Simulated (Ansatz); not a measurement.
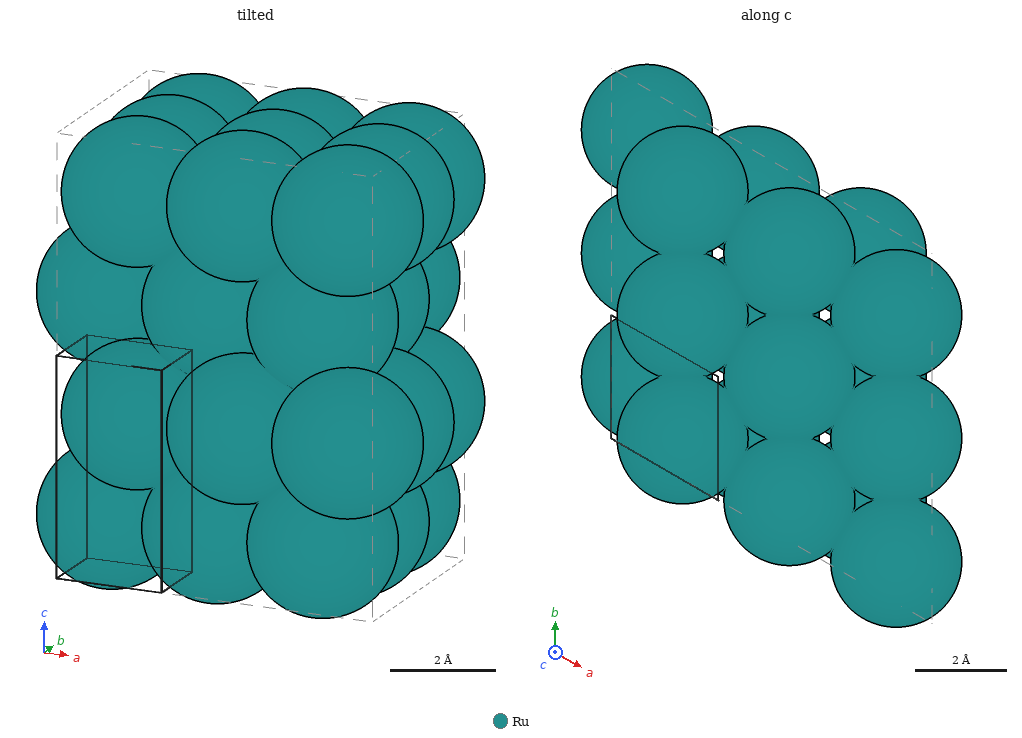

The image is a space-filling drawing of a crystal, viewed slightly off an axis and along the c axis. A 3×3×2 array of cells is drawn; the conventional unit cell has the solid edges.

The element is ruthenium. Its lattice is primitive hexagonal, its space group P6_3/mmc (No. 194). The arrangement is known as hexagonal close-packed (Mg type). The cell holds two atoms. Ru is linked to twelve Ru in an anticuboctahedral arrangement at about 2.7 Å.

Starting structure: a structure listed in the Materials Project. Earlier steps of the study may have refined or changed the cell and positions. Ansatz was used for an electronic-structure calculation on it.
